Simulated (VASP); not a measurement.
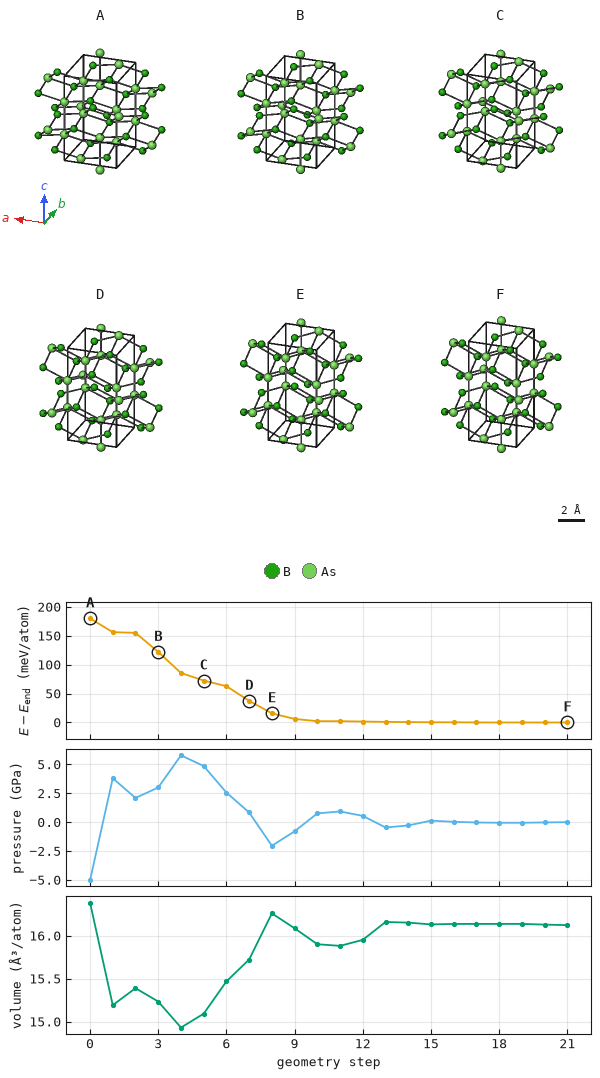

Frames of a relaxation of a crystal of BAs (a generated structure, set up in I4/mmm), marked on the history of the run. A ball-and-stick model of the conventional cell (2 times the calculation's cell), seen from a free direction. Lengths and directions refer to the drawn axes.

The run lets cell and atoms move.

Theory: VASP, Kohn-Sham DFT of a periodic cell, LDA, VASP PAW LDA potentials, recommended.

Input
```
PREC = Accurate
ENCUT = 600
EDIFF = 1E-7
ISMEAR = 0
SIGMA = 0.05
LREAL = F
LASPH = T
NELM = 100
ALGO = Fast
ISIF = 3
LWAVE = F
LCHARG = F
IBRION = 2
NSW = 40
EDIFFG = -0.005
```

Launched with:
```bash
cat potpaw_LDA.64/B/POTCAR potpaw_LDA.64/As/POTCAR > POTCAR
mpirun -np 1 vasp_std > vasp.out
```

**What happens along the run?**

The largest moves relative to the cell, 0.37 Å, are those of As atoms. B stays in place. Cell: a = b 4.283 → 3.933 Å (−8.2 %), c 7.144 → 8.337 Å (+16.7 %). Volume −1.6 %. Among the contacts that change: As–As 2.748 → 2.461 Å, As–B 2.181 → 2.144 Å. Among the angles between lasting bonds that change: As–B–As 158.2° → 133.1°, B–As–B 158.2° → 133.1°, B–As–As 100.9° → 113.5°. The space group stays I4/mmm (No. 139). The energy falls by 180 meV per atom in 21 geometry steps. Largest force component: 0.64 eV/Å at the start, 0.0014 eV/Å at the end. The pressure goes from −5.02 to 0.01 GPa. From step 0 to 3: As atoms move most (0.09 Å), volume −7.0 %, energy −57.9 meV per atom. From step 3 to 5: As atoms move most (0.16 Å), volume −0.9 %, energy −49.5 meV per atom. From step 5 to 7: As atoms move most (0.09 Å), volume +4.2 %, energy −35.1 meV per atom. From step 7 to 8: As atoms move most (0.03 Å), volume +3.4 %, energy −21.7 meV per atom. From step 8 to 21: As atoms move most (0.03 Å), volume −0.8 %, energy −15.8 meV per atom.

| step | E − E(0), meV/atom | largest force component, eV/Å | pressure, GPa | volume, Å³/atom |
| --- | --- | --- | --- | --- |
| 0 | 0.00 | 0.6423 | -5.02 | 16.384 |
| 1 | -23.76 | 1.1444 | 3.81 | 15.192 |
| 2 | -24.91 | 1.0279 | 2.10 | 15.390 |
| 3 | -57.93 | 1.0829 | 3.01 | 15.234 |
| 4 | -94.37 | 0.1408 | 5.79 | 14.931 |
| 5 | -107.44 | 0.5861 | 4.87 | 15.093 |
| 6 | -117.24 | 1.6182 | 2.56 | 15.469 |
| 7 | -142.57 | 1.3308 | 0.84 | 15.723 |
| 8 | -164.24 | 1.1623 | -2.04 | 16.260 |
| 9 | -173.87 | 0.6244 | -0.79 | 16.087 |
| 10 | -177.76 | 0.1435 | 0.77 | 15.901 |
| 11 | -177.79 | 0.0901 | 0.93 | 15.882 |
| 12 | -178.37 | 0.0533 | 0.55 | 15.952 |
| 13 | -178.99 | 0.0446 | -0.45 | 16.160 |
| 14 | -179.33 | 0.0844 | -0.28 | 16.153 |
| 15 | -179.67 | 0.1790 | 0.14 | 16.132 |
| 16 | -179.69 | 0.1573 | 0.04 | 16.137 |
| 17 | -179.98 | 0.0587 | -0.02 | 16.138 |
| 18 | -180.01 | 0.0168 | -0.05 | 16.138 |
| 19 | -180.01 | 0.0127 | -0.05 | 16.138 |
| 20 | -180.02 | 0.0046 | -0.02 | 16.129 |
| 21 | -180.02 | 0.0014 | 0.01 | 16.123 |
